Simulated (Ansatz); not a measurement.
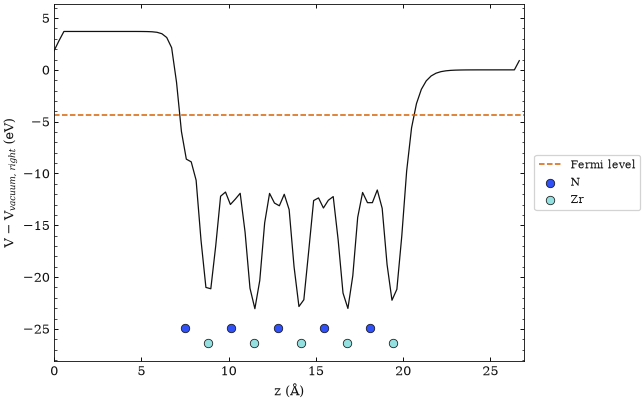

Plane-averaged electrostatic potential energy of an electron across the slab; circles at the bottom mark the heights of the atoms.

The Ansatz input:

```
crystal:
  lattice:
    - [3.2489094157, 0.0, 0.0]
    - [-1.6244547079, 2.8136380886, 0.0]
    - [0.0, 0.0, 26.9372554336]
  atoms:
    - { symbol: "N", position: [0.3333333333, 0.6666666667, 0.2784248016] }
    - { symbol: Zr, position: [0.6666666667, 0.3333333333, 0.3276637346] }
    - { symbol: "N", position: [0.0, 0.0, 0.3769026676] }
    - { symbol: Zr, position: [0.3333333333, 0.6666666667, 0.4261416005] }
    - { symbol: "N", position: [0.6666666667, 0.3333333333, 0.4753805335] }
    - { symbol: Zr, position: [0.0, 0.0, 0.5246194665] }
    - { symbol: "N", position: [0.3333333333, 0.6666666667, 0.5738583995] }
    - { symbol: Zr, position: [0.6666666667, 0.3333333333, 0.6230973324] }
    - { symbol: "N", position: [0.0, 0.0, 0.6723362654] }
    - { symbol: Zr, position: [0.3333333333, 0.6666666667, 0.7215751984] }
basis:
  ecutwfc: 420
kpoints:
  mp_grid: { grid: [12, 12, 1] }
hamiltonian:
  xc: pbe
scf:
  occupations: { method: gaussian, width: 0.1 }
output:
  forces: true
  stress: true
  eigenvalues: true
  write_density: true
  write_potential: true
  elf: true
  volumetric_format: npy
efield:
  axis: 3
  dipole_correction: true
  ramp_width: 0.04
```

Launched with:
```bash
ansatz run input.yaml --threads 1 --pin off --max-ram 2560MiB --backend cpu --events-out ev --progress --plain --runs-dir out
```

Read off the work function of each face.

The work function is 4.40 eV at the right face and 8.11 eV at the left.

Do the two faces differ, and what does that say about the slab's dipole?

The vacuum level is 3.71 eV higher at the left than at the right, so the slab carries a dipole along its normal; the ramp in the vacuum, at or near the edge of the plot, is the dipole correction that keeps each side flat.

How thick are slab and vacuum?

The outermost atoms are 11.9 Å apart, which leaves 15.0 Å of vacuum in a cell 26.9 Å high.

The electron count is odd and the run has no spin polarisation, so a magnetic state may lie lower. The atoms aren't at rest in this cell (largest force 6.3 eV/Å), so the relaxed material can differ.
